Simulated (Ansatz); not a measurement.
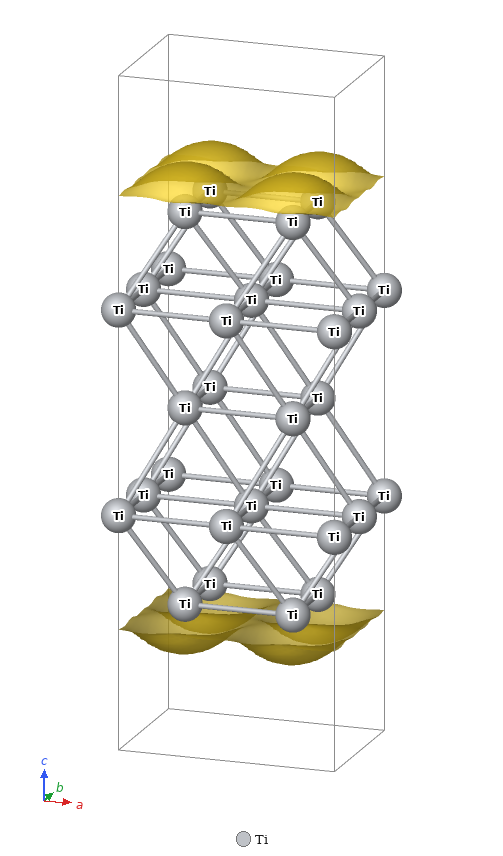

Ti (slab). Isosurface of the valence charge density (pseudo) at 0.15 e/Å³ (yellow), seen slightly off an axis. Sticks mark near contacts.

Computed without spin polarisation.

Method: DFT r2SCAN, scalar-relativistic, plane waves, PAW (Ansatz 0.2.0).

How is the density connected at this value?

Answer. At this value the density is joined into sheets; it holds about 100 % of the electrons treated as valence (semicore included). It bridges the shortest Ti–Ti (2.67 Å) and Ti–Ti (2.82 Å) contacts, where the density stays above the isovalue. On the grid the lowest density along these lines, outside the cores, is 0.23 e/Å³ (Ti–Ti, 2.67 Å) and 0.2 e/Å³ (Ti–Ti, 2.82 Å).

Does the calculation give a band gap?

Answer. It is gapless in this calculation (a metal or semimetal).
